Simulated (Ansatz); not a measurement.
The structure in question:

```xyz
6
Lattice="4.8274 0.0000 0.0000 0.0000 4.8274 0.0000 0.0000 0.0000 3.2382" Properties=species:S:1:pos:R:3 pbc="T T T"
Sn    0.0000    0.0000    0.0000
Sn    2.4137    2.4137    1.6191
O     3.8937    3.8937    1.6191
O     1.4800    3.3475    0.0000
O     3.3475    1.4800    0.0000
O     0.9337    0.9337    1.6191
```

Question: Characterise the structure given above.

Answer: This is SnO2. Space group: P4_2/mnm (No. 136). Lattice: primitive tetragonal. It belongs to the family called rutile. With Z = 2, the cell contains 2 Sn, 4 O. The polyhedra are SnO6 octahedra; they share corners and edges. Sn bonds to six O in a distorted octahedral arrangement at 2.09 Å. The neighbours of O are three Sn at 2.09 Å. The bonds build a three-dimensional framework.

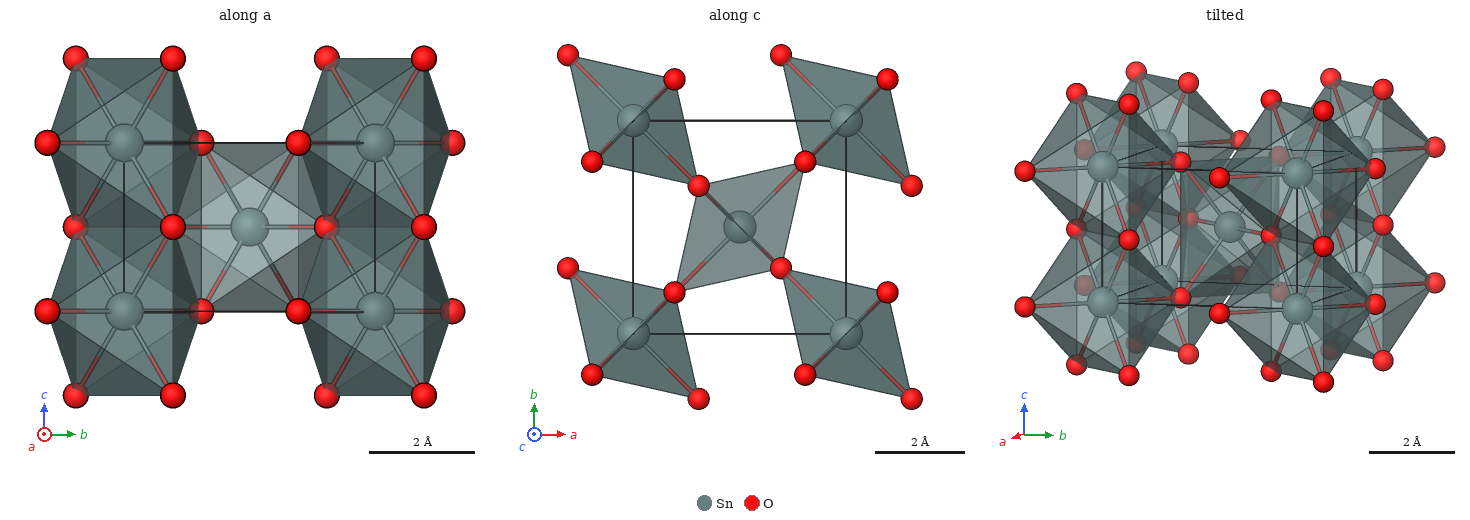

The image is a polyhedral drawing of a crystal, viewed along the a axis, along the c axis and slightly off an axis. Lines trace the edges of the conventional unit cell. A few atoms beyond the faces are included. Colours: tin teal, oxygen red.

It derives from a structure listed in the Materials Project, with elements exchanged, so it need not be a known form of the compound. Cell shown after relaxation with DFT PBE, scalar-relativistic, plane waves, PAW in Ansatz.
